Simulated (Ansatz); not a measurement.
**Single-point calculation, with input and output: MoSe2 (part 2 of 2)**

MoSe2 (P6₃/mmc, 6 atoms in the cell); DFT PBEsol+U+J, scalar-relativistic, plane waves, PAW, U = 7 eV, J = 0.5 eV on Mo atom 1 d; U = 7 eV, J = 0.5 eV on Mo atom 2 d, spin-polarised (Ansatz 0.2.0); cutoff 420 eV, 7×7×2 k-mesh, Gaussian smearing of 0.05 eV, collinear spins. The structure derives from an entry of the Crystallography Open Database. It belongs to a series of runs on one base structure; here: natural orbitals of the symmetric run, filled by rank.

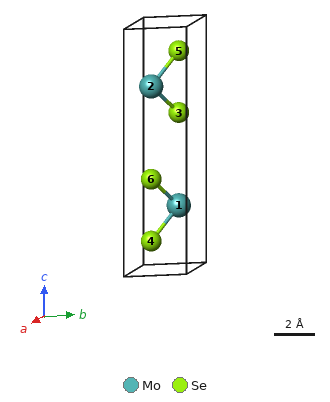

*The structure as given in the input (ball-and-stick view of the cell of the calculation, seen slightly off an axis; atoms are numbered from 1 in the order of the input).*

```
SCF converged after 38 iterations
Magnetization: 0.0000 μB (46.0000 up, 46.0000 down)
Absolute magnetization: 2.9833 μB (∫|ρ↑−ρ↓|, with the PAW one-centre terms)
Spin contamination: 1.6890 ħ² per cell (⟨S²⟩ above its minimum at these occupations)
Per-site moments (μB) at R_I (Å): [(-0.29461370745262944, 1.0274317352800983), (-0.2946137074526295, 1.0274317352800983), (0.1369639432470054, 1.0274317352800986), (0.13696394324700562, 1.0274317352800983), (0.13696394324700528, 1.0274317352800983), (0.13696394324700562, 1.0274317352800986)]
Free energy (F): -31480.292587 eV
Harris-Foulkes:  -31480.292587 eV  (|F-HF|=1.92e-9)
Internal energy: -31480.290987 eV  (E = F + TS)
E sigma→0 (E₀):  -31480.291787 eV
Entropy (-TS):   -0.001600 eV (-0.267 meV/atom)
Fermi energy:    12.469066 eV
--- Per-component energies (eV) ---
  E_band       = -1638.816692
  E_kinetic    = 1371.236951
  E_local      = -12171.435007  (includes V_loc(G=0)·N_el)
  E_nonlocal   = -2076.849972
  E_hartree    = 5761.582697
  E_xc         = -783.038090
  E_vxc        = -855.688798  (∫ρ·V_xc dr)
  E_hubbard    = 12.562099  (on-site DFT+U / exact-exchange correction)
  E_vhub       = -8.792271  (the Hubbard potential's part of the band-sum identity)
  E_paw        = -13760.432978  (= ΣΔE_a)
  E_vpaw       = 579.546278  (= ΣTr[D̂ρ^β])
  E_aug_tail   = -0.002311  (compensation charges beyond the density's cutoff)
  E_ewald      = -9838.366777
  E_core_change = 4.452400  (= ΣΔE_core)
  E_smearing   = -0.001600  (= −TS)
  E_closure    = 0.000000  (closes the sum)
  Σ components = -31480.292587   (vs F -31480.292587, Δ=0.00e0)
--- DFT+U+J on-site energies (Liechtenstein; fll double counting; per corrected site; eV) ---
  site 0 (l=d): U=7.0000  J=0.5000  Tr N=5.2179  E_int=81.189525  E_dc=74.908475  E_U=6.281050
  site 1 (l=d): U=7.0000  J=0.5000  Tr N=5.2179  E_int=81.189525  E_dc=74.908475  E_U=6.281050
--- Specified on-site occupations, and those of the state reported ---
  electrons in the specified blocks: 4.2000 specified, 10.4359 found
  site 0 (l=d) ↓: largest change of an orbital's occupation 0.7660; electrons 0.1000 specified, 2.8269 found; spectral distance 1.3089
  site 1 (l=d) ↓: largest change of an orbital's occupation 0.7660; electrons 0.1000 specified, 2.8269 found; spectral distance 1.3089
  site 0 (l=d) ↑: largest change of an orbital's occupation 0.5128; electrons 2.0000 specified, 2.3911 found; spectral distance 0.7679
  site 1 (l=d) ↑: largest change of an orbital's occupation 0.5128; electrons 2.0000 specified, 2.3911 found; spectral distance 0.7679
--- Forces (eV/Å), atoms counted from 1 ---
  atom   1  Mo    -0.00000000     0.00001505     0.00000000
  atom   2  Mo     0.00000000    -0.00001505     0.00000000
  atom   3  Se    -0.00000000     0.00000141    -1.12650179
  atom   4  Se     0.00000000    -0.00000141    -1.12650179
  atom   5  Se    -0.00000000     0.00000141     1.12650179
  atom   6  Se     0.00000000    -0.00000141     1.12650179
  max |Σ_I F_I| component: 4.44e-16 eV/Å
--- Stress (GPa, compression-positive) ---
       11.835900      -0.000000       0.000000
       -0.000000      11.836330       0.000000
        0.000000       0.000000      10.094770
  P = ⅓ Tr σ = 11.2557 GPa (112.557 kbar)
--- Band table (eV; the first three rows and the last of 64) ---
  k-point 0 ↑: bands = ["-48.4012", "-48.4000", "-35.3959", "-35.3959", "-35.3959", "-35.3959", "-35.3953", "-35.3953", "-35.3952", "-35.3952", "-35.3619", "-35.3619", "-35.3617", "-35.3617", "-35.3609", "-35.3609", "-35.3607", "-35.3607", "-35.3504", "-35.3503", "-35.3460", "-35.3458", "-22.9629", "-22.9629", "-22.2632", "-22.2632", "-22.2632", "-22.2632", "-2.6981", "-2.4576", "-1.5754", "-1.2042", "4.6933", "5.2607", "9.0758", "9.4347", "10.6499", "10.6500", "10.6781", "10.6782", "10.8653", "10.8717", "10.8718", "10.9183", "10.9184", "11.5458", "15.0500", "15.0501", "15.0889", "15.0890", "15.8674", "15.8675", "16.0363", "16.0364", "17.5497", "17.9991", "20.1698", "20.2977"]
  k-point 1 ↑: bands = ["-48.4006", "-48.4006", "-35.3959", "-35.3959", "-35.3959", "-35.3959", "-35.3952", "-35.3952", "-35.3952", "-35.3952", "-35.3618", "-35.3618", "-35.3618", "-35.3618", "-35.3608", "-35.3608", "-35.3608", "-35.3608", "-35.3503", "-35.3503", "-35.3459", "-35.3459", "-22.9629", "-22.9629", "-22.2632", "-22.2632", "-22.2632", "-22.2632", "-2.5942", "-2.5942", "-1.3761", "-1.3761", "4.9649", "4.9649", "9.2801", "9.2801", "10.6625", "10.6625", "10.6626", "10.6626", "10.8964", "10.8964", "10.8966", "10.8966", "11.1768", "11.1768", "15.0668", "15.0668", "15.0669", "15.0669", "15.9539", "15.9539", "15.9540", "15.9540", "17.8207", "17.8207", "20.3456", "20.3456"]
  k-point 2 ↑: bands = ["-48.3935", "-48.3927", "-35.3958", "-35.3957", "-35.3954", "-35.3954", "-35.3950", "-35.3950", "-35.3944", "-35.3944", "-35.3621", "-35.3620", "-35.3619", "-35.3618", "-35.3614", "-35.3612", "-35.3610", "-35.3608", "-35.3498", "-35.3497", "-35.3456", "-35.3454", "-22.9505", "-22.9505", "-22.3208", "-22.3206", "-22.2754", "-22.2754", "-2.4078", "-2.1719", "-1.4065", "-1.0649", "5.0886", "5.6392", "8.7509", "9.3492", "9.6104", "9.8763", "9.8839", "10.4187", "10.4797", "10.7519", "10.7568", "10.7910", "10.8489", "11.6720", "14.6261", "14.8624", "15.0657", "15.3031", "15.4525", "15.5706", "15.5875", "15.7754", "18.8033", "19.2912", "20.6050", "21.2637"]
  k-point 31 ↓: bands = ["-48.6100", "-48.6100", "-35.3686", "-35.3686", "-35.3676", "-35.3676", "-35.3654", "-35.3654", "-35.3652", "-35.3652", "-35.3350", "-35.3350", "-35.3342", "-35.3342", "-35.3335", "-35.3335", "-35.3329", "-35.3329", "-35.3179", "-35.3179", "-35.3143", "-35.3143", "-23.0924", "-23.0924", "-22.9475", "-22.9475", "-22.4717", "-22.4717", "-1.0144", "-1.0144", "-0.4766", "-0.4766", "6.0648", "6.0648", "7.4184", "7.4184", "7.9963", "7.9963", "8.8130", "8.8130", "9.7532", "9.7532", "10.3334", "10.3334", "10.7571", "10.7571", "12.6587", "12.6587", "14.7779", "14.7779", "15.5123", "15.5123", "16.2306", "16.2306", "19.1392", "19.1392", "20.2561", "20.2561"]
Occupation matrices written to [file]
--- Löwdin populations: 6 sites ---
  site symbol       q [e]    m [muB]
     0     Mo     13.7032    -0.4358
     1     Mo     13.7032    -0.4358
     2     Se     16.0654     0.2206
     3     Se     16.0654     0.2206
     4     Se     16.0654     0.2206
     5     Se     16.0654     0.2206
  spilling = 0.003609 (of n_electrons = 92.000000)
--- Occupation matrices: 2 shells (run DFT+U table (all-electron-ortho-atomic); ε = 3.15e-3) ---
  Mo0 d_4D: site group D3h (-6m2)
  Mo0 d_4D up     Tr n = 2.3911  λ = 0.278 0.278 0.457 0.457 0.920  [2× x2-y2 0.50 E'(1.00) | 2× xz 0.50 E''(1.00) | z2 1.00 A1'(1.00)]
  Mo0 d_4D dn     Tr n = 2.8269  λ = 0.212 0.522 0.522 0.786 0.786  [z2 1.00 A1'(1.00) | 2× xz 0.50 E''(1.00) | 2× x2-y2 0.50 E'(1.00)]
  specified occupation → Mo0 d_4D up: matrix, ‖Δ‖_F = 0.7679, Tr Δ = -0.3911, displaced = 0.7578, d_λ = 0.7679; orbital distance = 0.7071
  specified occupation → Mo0 d_4D dn: matrix, ‖Δ‖_F = 1.3089, Tr Δ = -2.7269, displaced = 1.3634, d_λ = 1.3089; orbital distance = 0.0000
  Mo1 d_4D: site group D3h (-6m2)
  Mo1 d_4D up     Tr n = 2.3911  λ = 0.278 0.278 0.457 0.457 0.920  [2× x2-y2 0.50 E'(1.00) | 2× xz 0.50 E''(1.00) | z2 1.00 A1'(1.00)]
  Mo1 d_4D dn     Tr n = 2.8269  λ = 0.212 0.522 0.522 0.786 0.786  [z2 1.00 A1'(1.00) | 2× xz 0.50 E''(1.00) | 2× x2-y2 0.50 E'(1.00)]
  specified occupation → Mo1 d_4D up: matrix, ‖Δ‖_F = 0.7679, Tr Δ = -0.3911, displaced = 0.7578, d_λ = 0.7679; orbital distance = 0.7071
  specified occupation → Mo1 d_4D dn: matrix, ‖Δ‖_F = 1.3089, Tr Δ = -2.7269, displaced = 1.3634, d_λ = 1.3089; orbital distance = 0.0000
  Tr n, λ and their labels are of the run-group-symmetrised matrices; stabiliser: 24 of 48 elements of G0×{1,Θ} (closed), max defect 6.7e-5 at τ = 6.7e-4
```

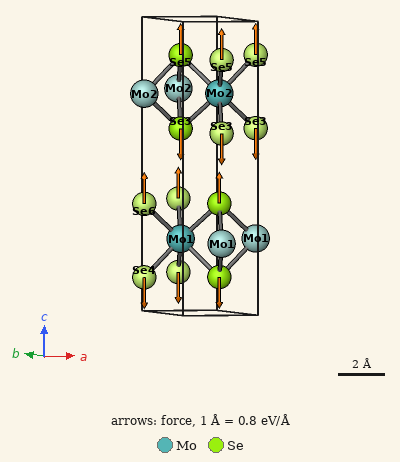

*Forces on the atoms as orange arrows (ball-and-stick view of the cell of the calculation, seen at an oblique angle; neighbours outside the cell are drawn fainter; atoms are numbered from 1 in the order of the input).*

The largest act on all 4 Se atoms (1.13 eV/Å). The geometry is not a stationary point of this energy.

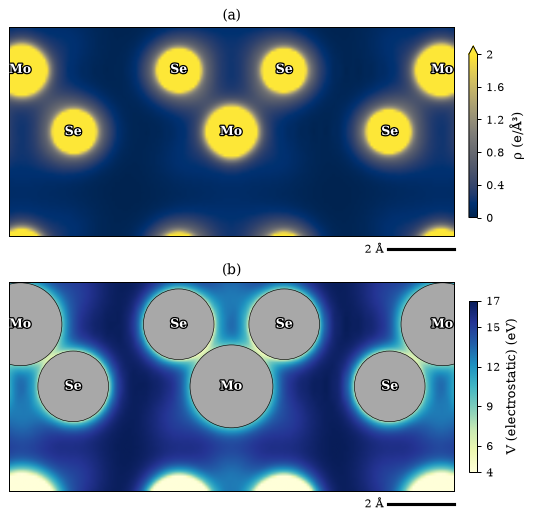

*(a) valence electron density; (b) electrostatic potential energy of an electron on the (110) plane of the conventional cell. Grey discs, where drawn, cover atomic cores.*

Atoms in the plane: Mo and Se. Mo–Se (2.49 Å): ρ is about 0.56 e/Å³ halfway. Away from the nuclei the density in this plane falls to 0.02 e/Å³ at its lowest. Outside the cores the potential energy rises away from the atoms and is highest about 2.5 Å from the nearest atoms; outside the discs it spans about 12 eV, and its zero is arbitrary. Core electrons are frozen (PAW), so the fields are smoothed inside the atomic spheres.

This output came from the following input.

Input:
```yaml
crystal:
  lattice:
    - [3.28799957, 0.0, 0.0]
    - [-1.64399979, 2.84749116, 0.0]
    - [0.0, 0.0, 12.90000092]
  atoms:
    - { symbol: Mo, position: [0.3333333333, 0.6666666667, 0.25], spin: 2.0 }
    - { symbol: Mo, position: [0.6666666667, 0.3333333333, 0.75], spin: 2.0 }
    - { symbol: Se, position: [0.3333333333, 0.6666666667, 0.625] }
    - { symbol: Se, position: [0.6666666667, 0.3333333333, 0.125] }
    - { symbol: Se, position: [0.3333333333, 0.6666666667, 0.875] }
    - { symbol: Se, position: [0.6666666667, 0.3333333333, 0.375] }
basis:
  ecutwfc: 420
  ecutrho_ratio: 4
kpoints:
  mp_grid: { grid: [7, 7, 2] }
hamiltonian:
  xc: pbesol
  hubbard:
    sites:
      - { site: 0, l: d, u: 7.0, j: 0.5, starting_ns: [{ spin: up, occupation_matrix: s0up }, { spin: down, occupation_matrix: s0down }] }
      - { site: 1, l: d, u: 7.0, j: 0.5, starting_ns: [{ spin: up, occupation_matrix: s1up }, { spin: down, occupation_matrix: s1down }] }
    occupation_matrices:
      s0up:
        matrix:
          - [0.97, 0.0, 0.0, 0.0, 0.0]
          - [0.0, 0.02, 0.0, 0.0, 0.0]
          - [0.0, 0.0, 0.97, 0.0, 0.0]
          - [0.0, 0.0, 0.0, 0.02, 0.0]
          - [0.0, 0.0, 0.0, 0.0, 0.02]
      s0down:
        matrix:
          - [0.02, 0.0, 0.0, 0.0, 0.0]
          - [0.0, 0.02, 0.0, 0.0, 0.0]
          - [0.0, 0.0, 0.02, 0.0, 0.0]
          - [0.0, 0.0, 0.0, 0.02, 0.0]
          - [0.0, 0.0, 0.0, 0.0, 0.02]
      s1up:
        matrix:
          - [0.97, 0.0, 0.0, 0.0, 0.0]
          - [0.0, 0.02, 0.0, 0.0, 0.0]
          - [0.0, 0.0, 0.97, 0.0, 0.0]
          - [0.0, 0.0, 0.0, 0.02, 0.0]
          - [0.0, 0.0, 0.0, 0.0, 0.02]
      s1down:
        matrix:
          - [0.02, 0.0, 0.0, 0.0, 0.0]
          - [0.0, 0.02, 0.0, 0.0, 0.0]
          - [0.0, 0.0, 0.02, 0.0, 0.0]
          - [0.0, 0.0, 0.0, 0.02, 0.0]
          - [0.0, 0.0, 0.0, 0.0, 0.02]
    ns_hold: { iters: 10 }
scf:
  occupations: { method: gaussian, width: 0.05 }
  lower_state_search: "off"
  max_iter: 150
output:
  forces: true
  stress: true
  eigenvalues: true
  populations: true
  hubbard: { sites: [{ site: 0, l: d }, { site: 1, l: d }] }
  write_density: true
  write_potential: true
  elf: true
  volumetric_format: npy
magnetization:
  spin_polarized: true
```

Launched with:
```bash
ansatz run input.yaml --threads 4 --pin off --max-ram 6144MiB --backend cpu --events-out ev --progress --plain --runs-dir out
```

Results in brief:

| quantity | value |
| --- | --- |
| outcome | converged |
| space group (tolerance 0.01 Å) | P6₃/mmc (194) |
| electrons treated | 92 |
| free energy | −31480.2926 eV |
| Fermi energy | 12.469 eV |
| gap on the k-point mesh | none (metallic) |
| net moment of the cell | 0.00 μB |
| integrated absolute moment | 2.98 μB |
| pressure | 11.26 GPa |
| largest force (length of the vector) | 1.127 eV/Å |
| hardware | 4 threads of Arm Neoverse V2, 24 GiB of memory available, shared host |
| wall time | 32 s (CPU time 2.1 min) |
| peak memory | 0.77 GiB |

Notes:

The program warns: the typed occupations were not kept; the occupation matrices lower the symmetry. The cell is under a pressure of 11.3 GPa at this level, so it is not at its equilibrium volume.
